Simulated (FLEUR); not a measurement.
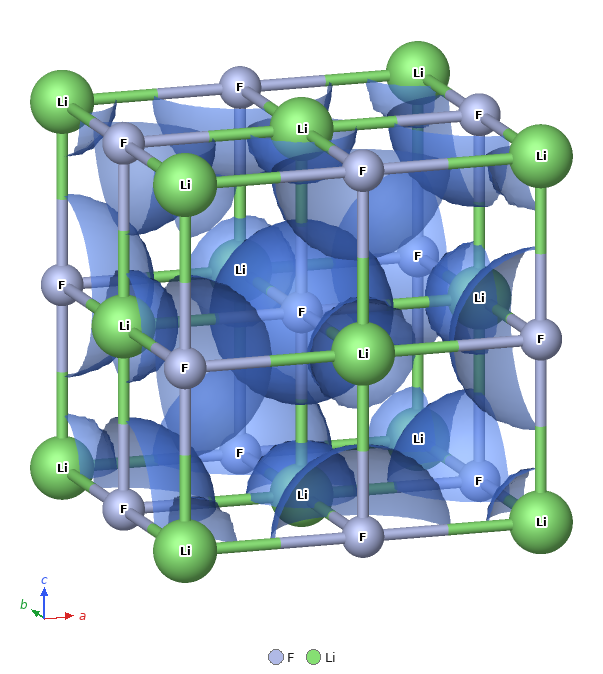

Figure. LiF. Isosurface of the total electron density at 0.3 e/Å³ (blue), seen slightly off an axis. Sticks mark near contacts.

Space group Fm-3m.

All numbers below come from FLEUR MaX-R8.1 (later development tree), Kohn-Sham DFT of a periodic cell, AM05, all-electron.

> What does this surface tell about the bonding?

At this value the density breaks into separate islands. It bridges none of the near contacts. It is pinched off along the shortest Li–F (2.01 Å) contacts. On the grid the lowest density along these lines, outside the cores, is 0.2 e/Å³ (Li–F, 2.01 Å).

> Does the calculation give a band gap?

It is gapped, with a Kohn–Sham gap of 9.1 eV on the k-point mesh, an upper bound to the gap of this method.
